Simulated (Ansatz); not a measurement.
# LiF: band-structure calculation

System: LiF (R-3m, 2 atoms in the cell).
Method: DFT, PBE, plane waves, PAW, no spin polarisation (Ansatz 0.2.0).

The structure was built on a prototype by a generator. The geometry comes from this level: r2SCAN (a point of a series of strains). It belongs to a series of runs on one base structure; here: epitaxial_111 strain +4.0%.

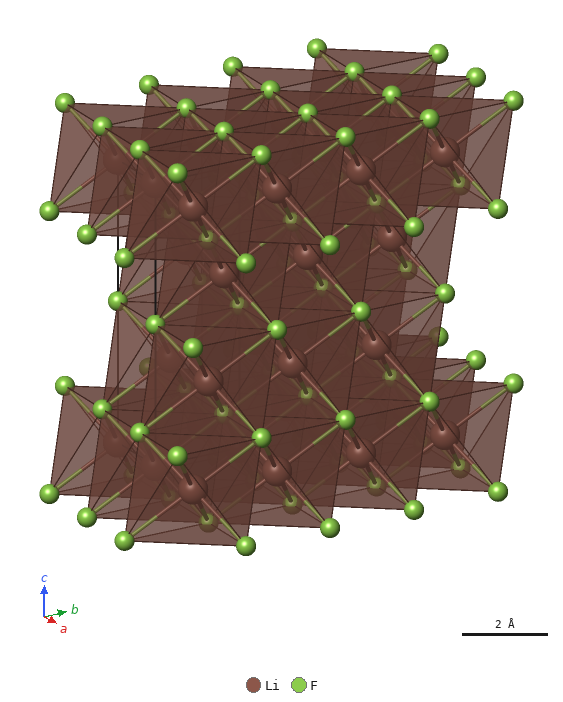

Figure 1. The structure (polyhedral view of the cell 3 times as large as that of the calculation, set on its symmetry axes, repeated 2 × 3 × 1, seen slightly off an axis; polyhedra are completed across the faces of the cell). An atom can appear more than once, as a periodic image.

The input
```yaml
crystal:
  lattice:
    - [-0.074152927, 2.00051368, 2.00051368]
    - [2.00051368, -0.074152927, 2.00051368]
    - [2.00051368, 2.00051368, -0.074152927]
  atoms:
    - { symbol: Li, position: [0.0, 0.0, 0.0] }
    - { symbol: F, position: [0.5, 0.5, 0.5] }
kpoints:
  mp_grid: { grid: [10, 10, 10] }
  band_path:
    path:
      - [0.0, 0.0, 0.0]
      - [0.5, 0.0, 0.5]
      - [0.625, 0.25, 0.625]
      - [0.375, 0.375, 0.75]
      - [0.5, 0.5, 0.5]
      - [0.5, 0.25, 0.75]
    npoints: 1
hamiltonian:
  xc: pbe
scf:
  occupations: { method: fermi_dirac, width: 0.02 }
  n_extra_bands: 4
output:
  forces: true
  stress: true
  eigenvalues: true
  write_density: true
  write_potential: true
  elf: true
  volumetric_format: npy
```

Hardware: 2 threads of AMD EPYC (Zen 3), 288 GiB of memory available, shared host.

Command:
```bash
ansatz run input.yaml --threads 2 --pin off --max-ram 20275MiB --backend cpu --events-out ev --progress --plain --runs-dir out
```

The program's output
```
scf.n_extra_bands = 4 over 5 filled bands (N_el = 10.0): the run solves 9 bands
Engine: ansatz 0.2.0, x86_64-unknown-linux-gnu
Pseudopotentials: kind: paw
Pseudopotential: Li, paw, valence charge 3, recommended cutoff 420 eV (normal), Li.paw.azcp
Pseudopotential: F, paw, valence charge 7, recommended cutoff 420 eV (normal), F.paw.azcp
Functional definition: PBE
  parameter kappa = 0.804
  parameter beta = 0.06672455060314922
  exchange = pbe_x(kappa = kappa, mu = beta*pi^2/3)
  correlation = pbe_c(beta = beta)
Crystal: 2 atoms, lattice volume = 16.902 Å³
Basis set: ecut = 420 eV, 331 PW (Γ), exchange–correlation on 40×40×40 points (8 copies of the dense FFT grid, shifted against one another)
Bands: 9, of which v1, the nominal top of the filled ones, is band 5 counted from 1 (4 counted from 0)
Symmetry: 12 space group operations
Space group: R-3m (ITA 166), of the structure as read, at distance tolerance 2.6e-5 Å
k-points: 116 of 1000
Non-local potential: Li, projectors of the file, l = 0: 3, l = 1: 2, l = 2: 1
Non-local potential: F, projectors of the file, l = 0: 2, l = 1: 2, l = 2: 1
PAW form: soft (Blöchl's): semilocal exchange-correlation on the pseudo side does not see the compensation charge
PAW one-centre angular grid: Li, 110 points (default); XC on 64 Gauss nodes
PAW one-centre angular grid: F, 110 points (default); XC on 64 Gauss nodes
Initial density: superposition of atomic densities (neutral atoms: chi_scale 0, normalization atom), corrected by the library's trained network
Initial wavefunctions: pseudopotential atomic-orbital guess
Functional: x = pbe(κ = 0.804, μ = 0.2195149727645171), c = pbe(β = 0.06672455060314922)
SCF iter   1: F=—  HF=-1016.158591 eV  |F-HF|=—  |Δ(HF+E_count)|=         —  Δρ=9.37e-4  dr2=7.93e-5  ethr=1.77e-3  ⟨swp⟩=5.9  Hψ=6577  notcnv=0
preconditioner: auto → none  [insulator: Δε(μ)=8.594 eV  Ē_g=22.304 eV  σ=0.020 eV  W_gap=1.00  n_scr=0 (ndim 8)  ℏωp=25.5 eV  f_vac=0.000  D(μ)=0.00/eV (n_scr^D=0)  ε∞_Penn≈2.3]
SCF iter   2: F=—  HF=-1016.158571 eV  |F-HF|=—  |Δ(HF+E_count)|=   1.99e-5  Δρ=1.25e-3  dr2=1.59e-4  ethr=7.93e-7  ⟨swp⟩=2.0  Hψ=2646  notcnv=0
SCF iter   3: F=—  HF=-1016.158543 eV  |F-HF|=—  |Δ(HF+E_count)|=   2.83e-5  Δρ=5.19e-4  dr2=2.68e-5  ethr=7.93e-7  ⟨swp⟩=2.4  Hψ=1444  notcnv=0
SCF iter   4: F=—  HF=-1016.158562 eV  |F-HF|=—  |Δ(HF+E_count)|=   1.87e-5  Δρ=2.53e-4  dr2=6.86e-6  ethr=2.68e-7  ⟨swp⟩=2.0  Hψ=1491  notcnv=0
SCF iter   5: F=—  HF=-1016.158560 eV  |F-HF|=—  |Δ(HF+E_count)|=   1.32e-6  Δρ=1.29e-4  dr2=1.87e-6  ethr=6.86e-8  ⟨swp⟩=1.0  Hψ=1044  notcnv=0
SCF iter   6: F=—  HF=-1016.158560 eV  |F-HF|=—  |Δ(HF+E_count)|=   4.62e-7  Δρ=5.18e-5  dr2=3.07e-7  ethr=1.87e-8  ⟨swp⟩=1.6  Hψ=1215  notcnv=0
SCF iter   7: F=-1016.158560 eV  HF=-1016.158560 eV  |F-HF|=1.67e-8  |Δ(HF+E_count)|=   8.75e-8  Δρ=1.30e-5  dr2=1.94e-8  ethr=1.00e-9  ⟨swp⟩=4.1  Hψ=4719  notcnv=0
SCF 1 converged in 7 iterations: F = -1016.158560 eV  dr2 = 1.94e-8
  greatest PAW one-centre occupation: 1.000 electrons in one spin orbital (limit 2), on the Li atom at site 0 (counted from 0), in its partial waves of l = 0
```

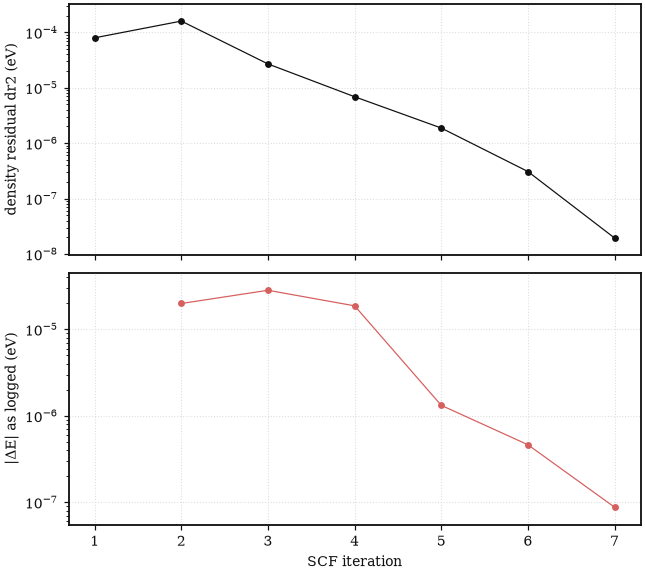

Figure 2. Convergence of the self-consistent field: density residual dr2 and size of the energy change against the SCF iteration. The residual comes down, with one marked jump up, by a factor of about 2, at step 2.

```
NSCF: frozen V_eff on 6 k-points
SCF converged after 7 iterations
Free energy (F): -1016.158560 eV
Harris-Foulkes:  -1016.158560 eV  (|F-HF|=1.67e-8)
Internal energy: -1016.158560 eV  (E = F + TS)
E sigma→0 (E₀):  -1016.158560 eV
Fermi energy:    5.223449 eV
--- Per-component energies (eV) ---
  E_band       = -120.039727
  E_kinetic    = 230.172752
  E_local      = -650.659425  (includes V_loc(G=0)·N_el)
  E_nonlocal   = 40.310895
  E_hartree    = 228.392216
  E_xc         = -91.722080
  E_vxc        = -117.643430  (∫ρ·V_xc dr)
  E_paw        = -221.742595  (= ΣΔE_a)
  E_vpaw       = -79.003231  (= ΣTr[D̂ρ^β])
  E_aug_tail   = 0.002156  (compensation charges beyond the density's cutoff)
  E_ewald      = -550.912478
  E_smearing   = -0.000000  (= −TS)
  E_closure    = -0.000000  (closes the sum)
  Σ components = -1016.158560   (vs F -1016.158560, Δ=0.00e0)
--- Forces (eV/Å), atoms counted from 1 ---
  atom   1  Li    -0.00000000    -0.00000000     0.00000000
  atom   2  F      0.00000000    -0.00000000    -0.00000000
  max |Σ_I F_I| component: 8.48e-30 eV/Å
--- Stress (GPa, compression-positive) ---
       -0.257937       2.023490       2.023490
        2.023490      -0.257937       2.023490
        2.023490       2.023490      -0.257937
  P = ⅓ Tr σ = -0.2579 GPa (-2.579 kbar)
--- Band table (eV; the first three rows and the last of 116) ---
  k-point 0: bands = ["-40.2503", "-19.1400", "0.6545", "0.6545", "0.9156", "9.5177", "24.0424", "24.0424", "24.1607"]
  k-point 1: bands = ["-40.2457", "-19.1055", "0.4016", "0.6394", "0.8722", "9.8077", "21.3754", "22.8490", "23.4954"]
  k-point 2: bands = ["-40.2336", "-19.0133", "-0.2427", "0.6010", "0.8027", "10.4691", "19.0305", "21.4904", "22.1376"]
  k-point 115: bands = ["-40.1925", "-18.6423", "-1.6280", "0.3811", "0.3811", "11.1741", "17.6762", "18.6941", "18.6941"]
```

File bands.tsv
```
# k_distance	band_0	band_1	band_2	band_3	band_4	band_5	band_6	band_7	band_8
# fermi_ev = 5.223449
# lock_threshold_ev = 1e-6
# [0, 0, 0] at k_distance = 0.000000
# [0.5, 0, 0.5] at k_distance = 1.543388
# [0.625, 0.25, 0.625] at k_distance = 2.099165
# [0.375, 0.375, 0.75] at k_distance = 3.026458
# [0.5, 0.5, 0.5] at k_distance = 3.953752
# [0.5, 0.25, 0.75] at k_distance = 5.024498
# levels_relative_to = fermi_ev
# free_energy_ev = -1016.158560
# largest_residual_norms_ev = 1.069e-4 5.124e-4 2.446e-4 7.098e-4 6.387e-4 5.210e-4 6.357e-4 1.443e-3 1.045e-3
0.000000	-45.473703	-24.363448	-4.568962	-4.568962	-4.307869	4.294244	18.818933	18.818933	18.937259
1.543388	-45.409901	-23.710679	-7.339133	-5.584746	-5.266916	9.979053	11.752500	12.665848	14.992094
2.099165	-45.409222	-23.734315	-6.837682	-5.903500	-5.306170	9.563915	10.207186	13.750171	14.454627
3.026458	-45.409222	-23.734315	-6.837682	-5.903500	-5.306170	9.563915	10.207186	13.750171	14.454627
3.953752	-45.415990	-23.865775	-6.851423	-4.842383	-4.842383	5.950674	12.452751	13.470649	13.470649
5.024498	-45.409069	-23.733807	-6.494111	-6.408846	-5.241538	10.060527	10.501592	12.614031	14.356704
```

File rho_z.tsv
```
# z_ang	rho[e/angstrom^3]
# format = ansatz-planar-average/11
# lattice	-0.074152927	2.000513680	2.000513680
# lattice	2.000513680	-0.074152927	2.000513680
# lattice	2.000513680	2.000513680	-0.074152927
# sites	2
# site	3	0.000000000	0.000000000	0.000000000
# site	9	1.963437217	1.963437217	1.963437217
0.000000	5.426072e-1
0.141506	4.924292e-1
0.283013	3.765089e-1
0.424519	2.718283e-1
0.566025	2.412611e-1
0.707531	3.051641e-1
0.849038	4.614984e-1
0.990544	6.985381e-1
1.132050	9.702830e-1
1.273556	1.190232e0
1.415063	1.274674e0
1.556569	1.190232e0
1.698075	9.702830e-1
1.839581	6.985381e-1
1.981088	4.614984e-1
2.122594	3.051641e-1
2.264100	2.412611e-1
2.405606	2.718283e-1
2.547113	3.765089e-1
2.688619	4.924292e-1
```

File v_z.tsv
```
# z_ang	v_es[eV]	v_tot[eV]
# format = ansatz-planar-average/11
# xc	pbe
# density_cutoff_ev	1680
# datasets	Li=:simpson_from_first_knot:soft	F=:simpson_from_first_knot:soft
# lattice	-0.074152927	2.000513680	2.000513680
# lattice	2.000513680	-0.074152927	2.000513680
# lattice	2.000513680	2.000513680	-0.074152927
# sites	2
# site	3	0.000000000	0.000000000	0.000000000
# site	9	1.963437217	1.963437217	1.963437217
0.000000	6.365162e-1	-6.894626e0
0.141506	9.117713e-1	-6.657110e0
0.283013	1.627219e0	-6.085872e0
0.424519	2.660559e0	-5.310293e0
0.566025	3.632652e0	-4.733113e0
0.707531	3.620418e0	-5.354934e0
0.849038	2.735394e0	-7.002094e0
0.990544	1.512395e0	-8.993144e0
1.132050	3.679278e-1	-1.079515e1
1.273556	-3.288753e-1	-1.190092e1
1.415063	-5.508089e-1	-1.224617e1
1.556569	-3.288753e-1	-1.190092e1
1.698075	3.679278e-1	-1.079515e1
1.839581	1.512395e0	-8.993144e0
1.981088	2.735394e0	-7.002094e0
2.122594	3.620418e0	-5.354934e0
2.264100	3.632652e0	-4.733113e0
2.405606	2.660559e0	-5.310293e0
2.547113	1.627219e0	-6.085872e0
2.688619	9.117713e-1	-6.657110e0
```

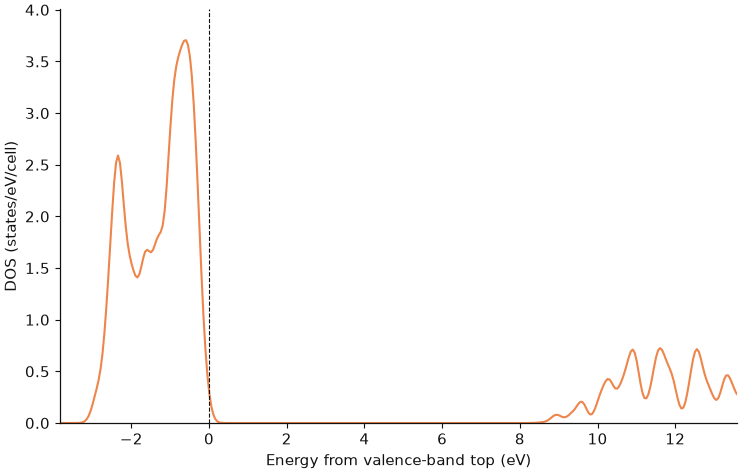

Figure 3. Density of states (the curve is built from the levels of the k mesh with Gaussians 0.3 eV wide, which also blur the band edges), with energies from the valence-band top. There is a gap of 8.60 eV on the k-point mesh. Small ripples come from the finite k-point mesh.

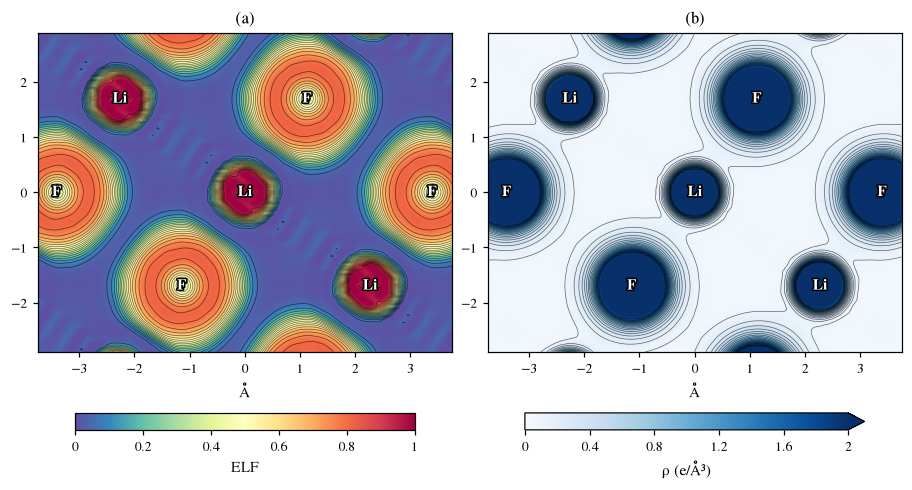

Figure 4. (a) electron localisation function; (b) valence pseudo-density on the (110) plane of the conventional cell. Atoms in the plane: Li and F. Li–F (2.04 Å): the density is about 0.25 e/Å³ at the midpoint; the ELF is about 0.40 at the midpoint. Away from the nuclei the density in this plane falls to 0.04 e/Å³ at its lowest. The strong features right at Li lie inside the PAW spheres (semicore, d or f shells) and say nothing about bonding. The fields are those of the smooth PAW valence density.

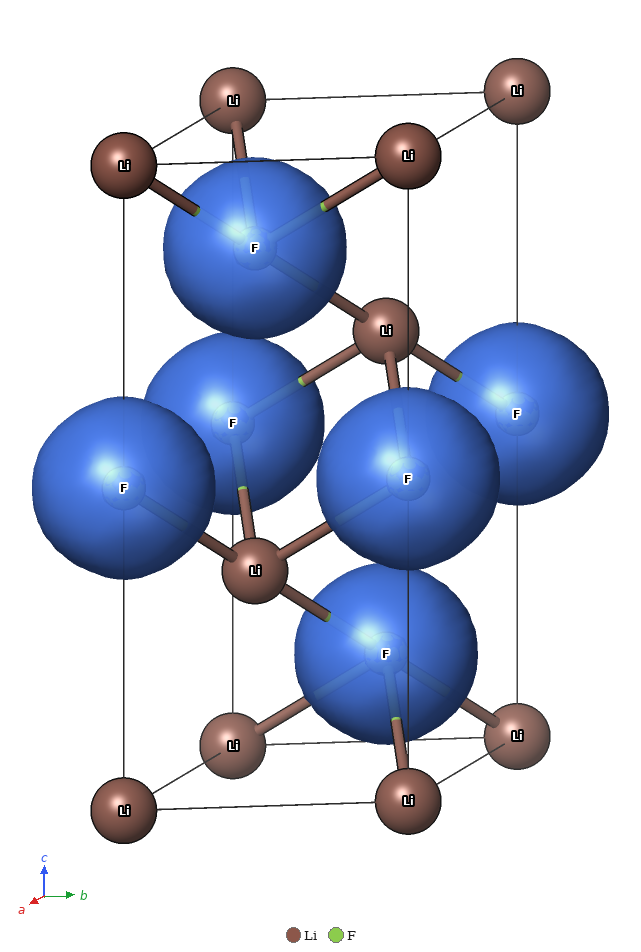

Figure 5. Isosurface of the ELF at 0.6 (blue), seen at an oblique angle. Core shells and regions of very low density are left out. Sticks mark near contacts. The outline is the cell set on symmetry axes. Profiles from the grid: Li–F (2.04 Å): the ELF is about 0.40 at the midpoint.

Results in brief

| quantity | value |
| --- | --- |
| outcome | converged |
| space group (tolerance 0.01 Å) | R-3m (166) |
| electrons treated | 10 |
| free energy | −1016.1586 eV |
| Fermi energy | 5.223 eV |
| gap on the k-point mesh | 8.60 eV |
| pressure | −0.26 GPa |
| largest force (length of the vector) | under 0.001 eV/Å |
| wall time | 0.71 s (CPU time 1.2 s) |
| peak memory | 0.48 GiB |
